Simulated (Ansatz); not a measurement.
# GaAs wire along [110], 42 atoms a period, H-terminated: bands by functional and under strain, part 2 of 3

Wanted: the relaxed geometry and the bands of the GaAs wire along [110], 42 atoms a period, H-terminated.

Ansatz 0.2.0; DFT PBE, plane waves, PAW; relaxation of a wire's period; PAW set soft_1 (the session's first sound run).

So far. Step 2 (Relaxation of atoms and period): The cell's length comes to 4.126 Å with spin left out.

**3. The wire at its relaxed period**

This step: DFT PBE, plane waves, PAW; bands of a perfect wire; PAW set soft_1 (Ansatz 0.2.0).

At the relaxed period the bands are computed along the axis; those that cross an energy going forward count the channels that a perfect wire would open there.

Input file input.yaml:

```yaml
crystal:
  lattice:
    - [24.42, 0.0, 0.0]
    - [0.0, 25.644, 0.0]
    - [0.0, 0.0, 4.1259869656]
  atoms:
    - { symbol: As, position: [0.186424571, 0.417945294, 0.0] }
    - { symbol: H, position: [0.195067546, 0.28648983, 0.0] }
    - { symbol: Ga, position: [0.238890935, 0.330929983, 0.0] }
    - { symbol: Ga, position: [0.241103769, 0.5, 0.0] }
    - { symbol: As, position: [0.410440187, 0.261444761, 0.0] }
    - { symbol: As, position: [0.411556507, 0.420044467, 0.0] }
    - { symbol: H, position: [0.431772594, 0.87161477, 0.0] }
    - { symbol: Ga, position: [0.469494917, 0.339569354, 0.0] }
    - { symbol: Ga, position: [0.465390584, 0.180289406, 0.0] }
    - { symbol: Ga, position: [0.470222568, 0.5, 0.0] }
    - { symbol: As, position: [0.642048916, 0.267955025, 0.0] }
    - { symbol: As, position: [0.646090924, 0.422720838, 0.0] }
    - { symbol: H, position: [0.67700425, 0.218610574, 0.0] }
    - { symbol: Ga, position: [0.705622326, 0.344644111, 0.0] }
    - { symbol: Ga, position: [0.710097678, 0.5, 0.0] }
    - { symbol: H, position: [0.862545872, 0.420004099, 0.174963336] }
    - { symbol: H, position: [0.862545872, 0.579995901, 0.174963336] }
    - { symbol: H, position: [0.144839841, 0.422763598, 0.272829701] }
    - { symbol: H, position: [0.144839841, 0.577236402, 0.272829701] }
    - { symbol: As, position: [0.295207583, 0.339178656, 0.5] }
    - { symbol: As, position: [0.295207583, 0.660821344, 0.5] }
    - { symbol: As, position: [0.297503827, 0.5, 0.5] }
    - { symbol: H, position: [0.314038474, 0.208685701, 0.5] }
    - { symbol: H, position: [0.314038474, 0.791314299, 0.5] }
    - { symbol: Ga, position: [0.352566368, 0.257612451, 0.5] }
    - { symbol: Ga, position: [0.354044755, 0.417991838, 0.5] }
    - { symbol: Ga, position: [0.354044755, 0.582008162, 0.5] }
    - { symbol: Ga, position: [0.352566368, 0.742387549, 0.5] }
    - { symbol: As, position: [0.527677649, 0.342832664, 0.5] }
    - { symbol: As, position: [0.523200041, 0.187197217, 0.5] }
    - { symbol: As, position: [0.527677649, 0.657167336, 0.5] }
    - { symbol: As, position: [0.528064988, 0.5, 0.5] }
    - { symbol: As, position: [0.523200041, 0.812802783, 0.5] }
    - { symbol: H, position: [0.561480275, 0.140172577, 0.5] }
    - { symbol: H, position: [0.561480275, 0.859827423, 0.5] }
    - { symbol: Ga, position: [0.584663366, 0.263361922, 0.5] }
    - { symbol: Ga, position: [0.588388606, 0.42142725, 0.5] }
    - { symbol: Ga, position: [0.588388606, 0.57857275, 0.5] }
    - { symbol: Ga, position: [0.584663366, 0.736638078, 0.5] }
    - { symbol: As, position: [0.762181426, 0.349085341, 0.5] }
    - { symbol: As, position: [0.762181426, 0.650914659, 0.5] }
    - { symbol: As, position: [0.766806885, 0.5, 0.5] }
    - { symbol: H, position: [0.791694066, 0.296523669, 0.5] }
    - { symbol: H, position: [0.791694066, 0.703476331, 0.5] }
    - { symbol: Ga, position: [0.831428941, 0.424007631, 0.5] }
    - { symbol: Ga, position: [0.831428941, 0.575992369, 0.5] }
    - { symbol: H, position: [0.144839841, 0.422763598, 0.727170299] }
    - { symbol: H, position: [0.144839841, 0.577236402, 0.727170299] }
    - { symbol: H, position: [0.862545872, 0.420004099, 0.825036664] }
    - { symbol: H, position: [0.862545872, 0.579995901, 0.825036664] }
    - { symbol: As, position: [0.186424571, 0.582054706, 0.0] }
    - { symbol: H, position: [0.195067546, 0.71351017, 0.0] }
    - { symbol: Ga, position: [0.238890935, 0.669070017, 0.0] }
    - { symbol: As, position: [0.411556507, 0.579955533, 0.0] }
    - { symbol: As, position: [0.410440187, 0.738555239, 0.0] }
    - { symbol: H, position: [0.431772594, 0.12838523, 0.0] }
    - { symbol: Ga, position: [0.469494917, 0.660430646, 0.0] }
    - { symbol: Ga, position: [0.465390584, 0.819710594, 0.0] }
    - { symbol: As, position: [0.646090924, 0.577279162, 0.0] }
    - { symbol: As, position: [0.642048916, 0.732044975, 0.0] }
    - { symbol: H, position: [0.67700425, 0.781389426, 0.0] }
    - { symbol: Ga, position: [0.705622326, 0.655355889, 0.0] }
kpoints:
  mp_grid: { grid: [1, 1, 20] }
  band_path: { path: ["Γ", Z], npoints: 90 }
scf:
  occupations: { method: fermi_dirac, width: 0.05 }
hamiltonian:
  xc: pbe
  pseudopotentials: { kind: paw, azcp: { folder: soft_1 } }
output:
  dos: { e_range: [-5, 4] }
  write_potential: true
  write_density: true
  volumetric_format: npy
```

On the command line:

```sh
$ ansatz run input.yaml --threads 16 --pin off --max-ram 61440MiB --backend cuda --events-out ev --progress --plain --runs-dir out --max-vram 78GiB
```

Numbers of over 12 decimals in the logs are rounded to 6 here.

What it wrote:

```text
[...]
Crystal: 62 atoms, lattice volume = 2583.802 Å³
Basis set: ecut = 420 eV, 50397 PW (Γ)
Bands: 366, of which v1, the nominal top of the filled ones, is band 304 counted from 1 (303 counted from 0)
Symmetry: 4 space group operations
[...]
k-points: 11 of 20
[...]
SCF iter   1: F=—  HF=-181754.338355 eV  |F-HF|=—  |Δ(HF+E_count)|=         —  Δρ=3.32e-2  dr2=2.87e1  ethr=3.10e-3  ⟨swp⟩=5.8  Hψ=15672  notcnv=0  defer=201
[...]
SCF iter   6: F=—  HF=-181746.662271 eV  |F-HF|=—  |Δ(HF+E_count)|=   9.97e-3  Δρ=4.38e-4  dr2=9.89e-3  ethr=6.71e-6  ⟨swp⟩=2.3  Hψ=5764  notcnv=0  defer=492
[...]
SCF iter  11: F=—  HF=-181746.667028 eV  |F-HF|=—  |Δ(HF+E_count)|=   5.54e-6  Δρ=5.84e-6  dr2=2.01e-6  ethr=1.23e-9  ⟨swp⟩=2.0  Hψ=6002  notcnv=0  defer=492
[...]
SCF iter  13: F=-181746.667028 eV  HF=-181746.667028 eV  |F-HF|=1.16e-8  |Δ(HF+E_count)|=   1.38e-7  Δρ=1.30e-6  dr2=7.07e-8  ethr=1.64e-11  ⟨swp⟩=12.5  Hψ=17406  notcnv=0
SCF 1 converged in 13 iterations: F = -181746.667028 eV  dr2 = 7.07e-8
[...]
NSCF: frozen V_eff on 91 k-points
[...]
SCF converged after 13 iterations
[...]
```

Elapsed: 34 s, on 1 × NVIDIA GB200 with 16 threads of Arm Neoverse V2, shared host; peak memory 5 GiB; 5 min of CPU time.

In the SCF lines HF is the Harris–Foulkes energy and dr2 the Hartree energy of the density residual, in eV; the loop may stop once dr2 is under the threshold and the program's other checks hold. Hψ counts applications of the Hamiltonian.

Numbers from this step:

| Quantity | Value |
| --- | --- |
| energy at zero smearing | -181746.6661 eV |
| band gap | 0.3345 eV |

The electronic bands at the labelled points (eV, zero at the Fermi level; v1 is the highest filled band, c1 the lowest empty one):

```
point     v4     v3     v2     v1    c1    c2    c3    c4
    Γ  -1.27  -1.24  -0.34  -0.17  0.17  0.34  0.40  0.55
    Z  -2.09  -2.08  -1.74  -1.64  0.71  0.85  0.94  1.18
```

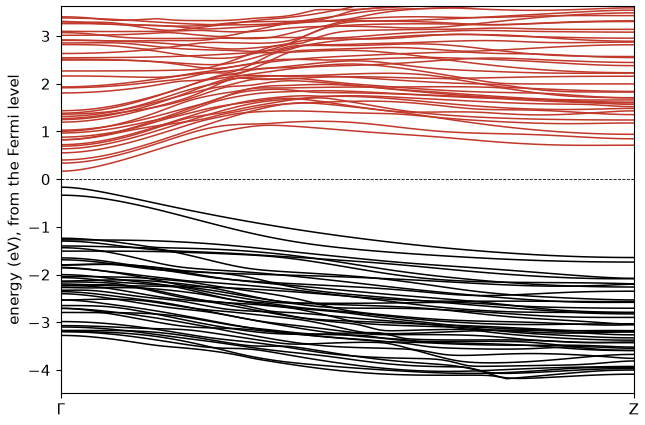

Electronic bands along the path; lines of filled and empty bands in two colours.

The gap is 0.335 eV, with spin left out.

On this path the gap is direct, 0.33 eV, with the valence top at Γ and the conduction bottom at Γ.

**4. Levels at the same atoms, cutoff 500 eV, k-mesh 1×1×15**

This step: DFT r2SCAN, plane waves, PAW; bands of a perfect wire at the PBE geometry; PAW set soft_1 (Ansatz 0.2.0).

The atoms stay at the PBE geometry and the functional changes. r2SCAN also reads the kinetic-energy density; it often gives larger moments and wider gaps than PBE, at a higher cost. Against the first PBE run of this kind, the cutoff is 500 eV against 420 and the mesh along the wire has 15 points against 20.

input.yaml: that of step 3 with these lines changed.

```diff
@@ -69,3 +69,3 @@
 kpoints:
-  mp_grid: { grid: [1, 1, 20] }
+  mp_grid: { grid: [1, 1, 15] }
   band_path: { path: ["Γ", Z], npoints: 90 }
@@ -74,8 +74,3 @@
 hamiltonian:
-  xc: pbe
+  xc: r2scan
   pseudopotentials: { kind: paw, azcp: { folder: soft_1 } }
-output:
-  dos: { e_range: [-5, 4] }
-  write_potential: true
-  write_density: true
-  volumetric_format: npy
```

What it wrote:

```text
[...]
Crystal: 62 atoms, lattice volume = 2583.802 Å³
Basis set: ecut = 500 eV, 65711 PW (Γ), exchange–correlation on 720×768×128 points (64 copies of the dense FFT grid, shifted against one another)
Bands: 366, of which v1, the nominal top of the filled ones, is band 304 counted from 1 (303 counted from 0)
Symmetry: 4 space group operations
[...]
k-points: 8 of 15
[...]
SCF iter   1: F=—  HF=-182084.889226 eV  |F-HF|=—  |Δ(HF+E_count)|=         —  Δρ=3.38e-2  dr2=2.78e1  dr2_τ=2.43e-1  ethr=3.10e-3  ⟨swp⟩=6.0  Hψ=10714  notcnv=0  defer=144
[...]
SCF iter   6: F=—  HF=-182080.838776 eV  |F-HF|=—  |Δ(HF+E_count)|=   1.09e-2  Δρ=3.45e-4  dr2=3.02e-3  dr2_τ=1.01e-4  ethr=6.48e-6  ⟨swp⟩=2.4  Hψ=4369  notcnv=0  defer=375
[...]
SCF iter  11: F=—  HF=-182080.844413 eV  |F-HF|=—  |Δ(HF+E_count)|=   9.34e-7  Δρ=2.96e-6  dr2=2.71e-7  dr2_τ=4.50e-9  ethr=4.30e-10  ⟨swp⟩=2.6  Hψ=4362  notcnv=0  defer=373
[...]
SCF iter  13: F=-182080.844413 eV  HF=-182080.844413 eV  |F-HF|=1.75e-10  |Δ(HF+E_count)|=   4.35e-8  Δρ=5.29e-7  dr2=1.95e-8  dr2_τ=1.36e-10  ethr=1.64e-11  ⟨swp⟩=4.1  Hψ=7768  notcnv=0
SCF 1 converged in 13 iterations: F = -182080.844413 eV  dr2 = 1.95e-8
[...]
SCF converged after 13 iterations
[...]
```

Wall time 42 s (1 × NVIDIA GB200 with 16 threads); peak memory 5.3 GiB; 4.2 min of CPU time.

This step gave:

| Quantity | Value |
| --- | --- |
| energy at zero smearing | -182080.8443 eV |
| band gap | 0.6177 eV |

The electronic bands at the labelled points (eV, zero at the Fermi level; v1 is the highest filled band, c1 the lowest empty one):

```
point     v4     v3     v2     v1    c1    c2    c3    c4
    Γ  -1.52  -1.48  -0.48  -0.31  0.31  0.45  0.51  0.66
    Z  -2.36  -2.33  -1.95  -1.86  0.79  0.95  0.96  1.24
```

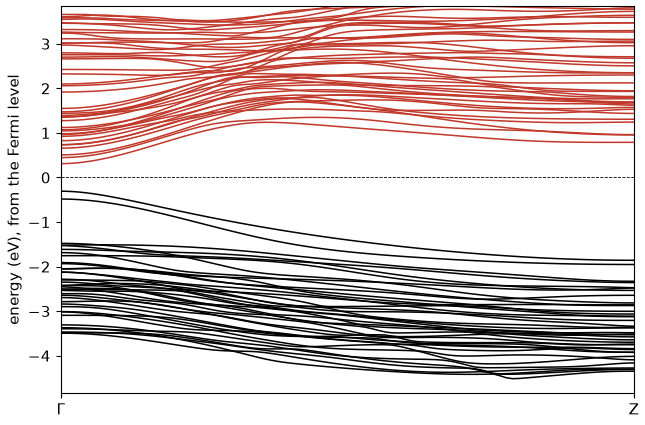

Electronic bands along the path; lines of filled and empty bands in two colours.

The gap is 0.618 eV, against 0.335 eV under PBE at the relaxed period.

**5. Strain along the wire, period over the relaxed period 1.06**

This step: DFT PBE, plane waves, PAW; relaxation at a fixed period; PAW set soft_1 (Ansatz 0.2.0).

The period is set to 1.06 times the relaxed one and the atoms relax within it: strain changes bond lengths and angles, which shifts the bands against each other. Against the first PBE run of this kind, the mesh along the wire has 14 points against 20.

The cell differs from the one that the last finished run ended in (c 4.126 → 4.374 Å).

input.yaml: that of step 4 with these lines changed.

```diff
@@ -4,3 +4,3 @@
     - [0.0, 25.644, 0.0]
-    - [0.0, 0.0, 4.1259869656]
+    - [0.0, 0.0, 4.3735461835]
   atoms:
@@ -69,3 +69,3 @@
 kpoints:
-  mp_grid: { grid: [1, 1, 15] }
+  mp_grid: { grid: [1, 1, 14] }
   band_path: { path: ["Γ", Z], npoints: 90 }
@@ -74,3 +74,8 @@
 hamiltonian:
-  xc: r2scan
+  xc: pbe
   pseudopotentials: { kind: paw, azcp: { folder: soft_1 } }
+relax:
+  max_steps: 40
+  f_tol: 0.02
+output:
+  stress: true
```

What it wrote:

```text
Warning: output.stress: scf.convergence.dr2_threshold = 1e-7 eV (the SCF's general default) is looser than the 6.2e-9 eV advised for a printed stress (1e-10 eV for each atom of the cell: 62). What an SCF threshold leaves in a stress goes as its square root, and in the free energy as the threshold itself, and one threshold admits the most on a small cell: [figures from the program's tests cut] Every solve of this run answers to scf.convergence.dr2_threshold,  [...]
[...]
Crystal: 62 atoms, lattice volume = 2738.830 Å³
Basis set: ecut = 420 eV, 53631 PW (Γ), exchange–correlation on 360×360×60 points (8 copies of the dense FFT grid, shifted against one another)
Bands: 366, of which v1, the nominal top of the filled ones, is band 304 counted from 1 (303 counted from 0)
Symmetry: 4 space group operations
[...]
k-points: 8 of 14
[...]
SCF iter   1: F=—  HF=-181752.683855 eV  |F-HF|=—  |Δ(HF+E_count)|=         —  Δρ=3.16e-2  dr2=2.85e1  ethr=3.10e-3  ⟨swp⟩=5.9  Hψ=10807  notcnv=0  defer=148
[...]
SCF iter   3: F=—  HF=-181745.462636 eV  |F-HF|=—  |Δ(HF+E_count)|=   9.17e-1  Δρ=3.60e-3  dr2=2.07e0  ethr=1.43e-3  ⟨swp⟩=3.0  Hψ=4186  notcnv=0  defer=374
[...]
SCF iter  10: F=-181745.141258 eV  HF=-181745.141257 eV  |F-HF|=1.89e-6  |Δ(HF+E_count)|=   1.04e-5  Δρ=8.65e-6  dr2=2.77e-6  ethr=1.64e-9  ⟨swp⟩=4.0  Hψ=8079  notcnv=0
SCF 1 converged in 10 iterations: F = -181745.141258 eV  dr2 = 2.77e-6
[...]
relax step   1: F+E_penalty+E_count = -181745.14125841 eV  Δ(F+E_penalty+E_count) = +0.000e0 eV  max|allowed force component| = 7.026e-1 eV/Å  Δτ_max = 0.0000 Å  (10 SCF iters, dr2 threshold 1.00e-5 eV, accepted)
[...]
SCF 2 converged in 8 iterations: F = -181745.523101 eV  dr2 = 1.22e-5
[...]
relax step   2: F+E_penalty+E_count = -181745.52310095 eV  Δ(F+E_penalty+E_count) = -3.818e-1 eV  max|allowed force component| = 3.563e-1 eV/Å  Δτ_max = 0.1940 Å  (8 SCF iters, dr2 threshold 3.09e-5 eV, accepted)
[...]
SCF 3 converged in 7 iterations: F = -181745.578853 eV  dr2 = 6.44e-6
relax step   3: F+E_penalty+E_count = -181745.57885285 eV  Δ(F+E_penalty+E_count) = -5.575e-2 eV  max|allowed force component| = 5.510e-2 eV/Å  Δτ_max = 0.0759 Å  (7 SCF iters, dr2 threshold 7.93e-6 eV, accepted)
[...]
relax step   4: F+E_penalty+E_count = -181745.58099263 eV  Δ(F+E_penalty+E_count) = -2.140e-3 eV  max|allowed force component| = 2.621e-2 eV/Å  Δτ_max = 0.0448 Å  (9 SCF iters, accepted)
[...]
SCF 5 converged in 8 iterations: F = -181745.582196 eV  dr2 = 2.52e-8
relax step   5: F+E_penalty+E_count = -181745.58219626 eV  Δ(F+E_penalty+E_count) = -1.204e-3 eV  max|allowed force component| = 1.152e-2 eV/Å  Δτ_max = 0.0205 Å  (8 SCF iters, accepted)
[...]
SCF converged after 8 iterations
[...]
- { symbol: As, position: [0.412810, 0.419944, -5.318528688482153e-19] }
    - { symbol: H, position: [0.434772, 0.872186, -1.0729674601160286e-18] }
    - { symbol: Ga, position: [0.471138, 0.339541, -6.52470980073328e-19] }
    - { symbol: Ga, position: [0.467086, 0.180557, -6.688176953730803e-19] }
    - { symbol: Ga, position: [0.471651, 0.5, -5.861278084244894e-19] }
    - { symbol: As, position: [0.637259, 0.267679, 1.3411894796405959e-18] }
    - { symbol: As, position: [0.641140, 0.422785, 1.3913618598959696e-18] }
    - { symbol: H, position: [0.673749, 0.219288, 8.656290775356883e-19] }
    - { symbol: Ga, position: [0.700598, 0.344614, 1.4140532334996485e-18] }
    - { symbol: Ga, position: [0.705316, 0.5, 1.3389098900908275e-18] }
    - { symbol: H, position: [0.853308, 0.420013, 0.187214] }
    - { symbol: H, position: [0.853308, 0.579987, 0.187214] }
    - { symbol: H, position: [0.152626, 0.422096, 0.259151] }
    - { symbol: H, position: [0.152626, 0.577904, 0.259151] }
    - { symbol: As, position: [0.299489, 0.339034, 0.500000] }
    - { symbol: As, position: [0.299489, 0.660966, 0.500000] }
    - { symbol: As, position: [0.302140, 0.5, 0.500000] }
    - { symbol: H, position: [0.319956, 0.207850, 0.500000] }
    - { symbol: H, position: [0.319956, 0.792150, 0.500000] }
    - { symbol: Ga, position: [0.357045, 0.257845, 0.500000] }
    - { symbol: Ga, position: [0.358693, 0.417773, 0.500000] }
    - { symbol: Ga, position: [0.358693, 0.582227, 0.500000] }
    - { symbol: Ga, position: [0.357045, 0.742155, 0.500000] }
    - { symbol: As, position: [0.525995, 0.342758, 0.500000] }
    - { symbol: As, position: [0.521553, 0.187008, 0.500000] }
    - { symbol: As, position: [0.525995, 0.657242, 0.500000] }
    - { symbol: As, position: [0.526142, 0.5, 0.500000] }
    - { symbol: As, position: [0.521553, 0.812992, 0.500000] }
    - { symbol: H, position: [0.560807, 0.140652, 0.500000] }
    - { symbol: H, position: [0.560807, 0.859348, 0.500000] }
    - { symbol: Ga, position: [0.583238, 0.263191, 0.500000] }
    - { symbol: Ga, position: [0.586741, 0.421419, 0.500000] }
    - { symbol: Ga, position: [0.586741, 0.578581, 0.500000] }
    - { symbol: Ga, position: [0.583238, 0.736809, 0.500000] }
    - { symbol: As, position: [0.753853, 0.348973, 0.500000] }
    - { symbol: As, position: [0.753853, 0.651027, 0.500000] }
    - { symbol: As, position: [0.758731, 0.5, 0.500000] }
    - { symbol: H, position: [0.784867, 0.297146, 0.500000] }
    - { symbol: H, position: [0.784867, 0.702854, 0.500000] }
    - { symbol: Ga, position: [0.823436, 0.423787, 0.500000] }
    - { symbol: Ga, position: [0.823436, 0.576213, 0.500000] }
    - { symbol: H, position: [0.152626, 0.422096, 0.740849] }
    - { symbol: H, position: [0.152626, 0.577904, 0.740849] }
    - { symbol: H, position: [0.853308, 0.420013, 0.812786] }
    - { symbol: H, position: [0.853308, 0.579987, 0.812786] }
    - { symbol: As, position: [0.194011, 0.582190, -2.4947446079727277e-18] }
    - { symbol: H, position: [0.203463, 0.714477, -2.7455882117099703e-18] }
    - { symbol: Ga, position: [0.246269, 0.669028, -2.4301798440144195e-18] }
    - { symbol: As, position: [0.412810, 0.580056, -5.31852868848214e-19] }
    - { symbol: As, position: [0.411710, 0.738525, -5.368494535973743e-19] }
    - { symbol: H, position: [0.434772, 0.127814, -1.0729674601160463e-18] }
    - { symbol: Ga, position: [0.471138, 0.660459, -6.52470980073325e-19] }
    - { symbol: Ga, position: [0.467086, 0.819443, -6.688176953730648e-19] }
    - { symbol: As, position: [0.641140, 0.577215, 1.3913618598959704e-18] }
    - { symbol: As, position: [0.637259, 0.732321, 1.3411894796405985e-18] }
    - { symbol: H, position: [0.673749, 0.780712, 8.6562907753569175e-19] }
    - { symbol: Ga, position: [0.700598, 0.655386, 1.414053233499649e-18] }
```

The job ended after 46 s (1 × NVIDIA GB200 with 16 threads; peak memory 2.7 GiB; 5.9 min of CPU time).

Step by step:

```
step  energy less that of the first step (eV)  largest force component (eV/Å)
   1                                   0.0000                          0.7026
   2                                  -0.3818                          0.3563
   3                                  -0.4376                          0.0551
   4                                  -0.4397                          0.0262
   5                                  -0.4409                          0.0115
```

The run keeps the 4 symmetry operations that it works with, so distortions that break them were not tested.

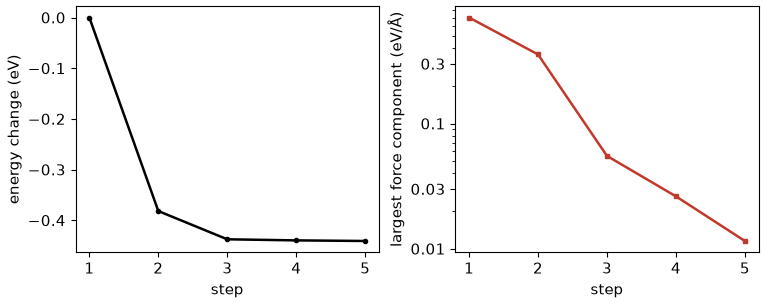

Energy and largest force along the relaxation.

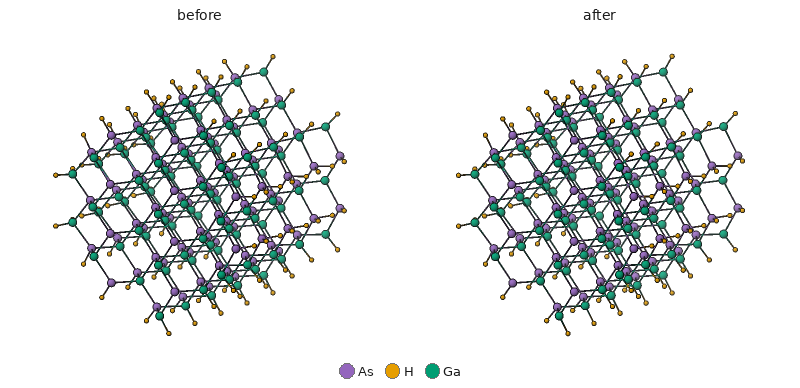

The structure before and after the relaxation, drawn at the same scale.

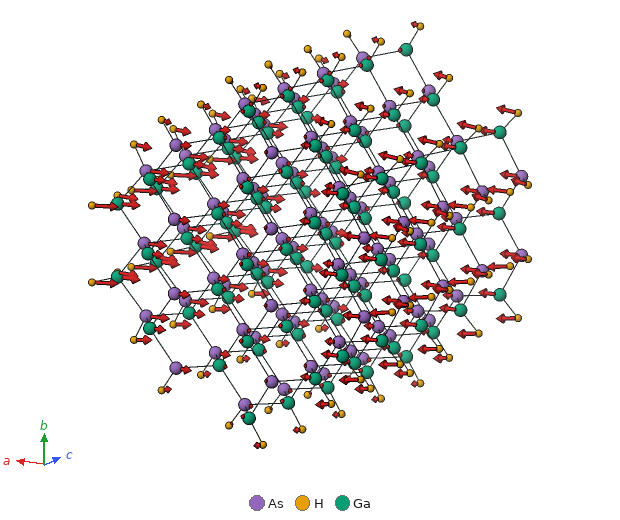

Displacements in the relaxation, exaggerated; the longest in the cell stands for 0.23 Å. 1×1×4 cells are drawn. Some periodic images of atoms are drawn too.

The atoms that moved most (Å):

```
atom      dx      dy      dz  length
 H50  -0.226   0.000  -0.054   0.232
 H49  -0.226   0.000  -0.054   0.232
 H17  -0.226   0.000   0.054   0.232
 H16  -0.226   0.000   0.054   0.232
  H2   0.205  -0.025   0.000   0.207
 H52   0.205   0.025   0.000   0.207
As41  -0.203   0.003   0.000   0.203
As40  -0.203  -0.003   0.000   0.203
```

This step gave:

| Quantity | Value |
| --- | --- |
| energy at zero smearing | -181745.5802 eV |
| band gap | 0.2714 eV |

Electronic bands along the path, in eV, zero at the Fermi level; v1 is the highest filled band, c1 the lowest empty one:

```
point     v4     v3     v2     v1    c1    c2    c3    c4
    Γ  -0.76  -0.67  -0.36  -0.14  0.13  0.30  0.39  0.59
    Z  -1.49  -1.45  -1.13  -0.97  1.27  1.36  1.55  1.76
```

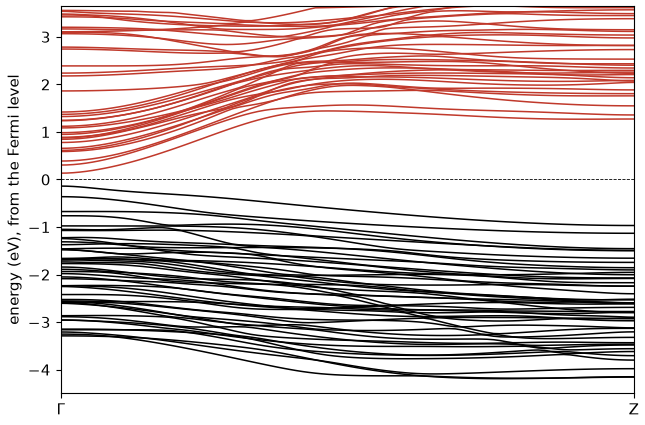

Electronic bands along the path; lines of filled and empty bands in two colours.

The gap is 0.271 eV, against 0.335 eV under PBE at the relaxed period.

(Continued in part 3 of 3.)

[Logs are printed without paths, hosts, clocks, repeated set-up lines and the standing remarks that a program may print on its own settings, such as how far it seeks lower states.]

[Hosts, paths, dates, database ids (printed as entryN), source tags and the programs' standing remarks are cut or masked in the printed files.]
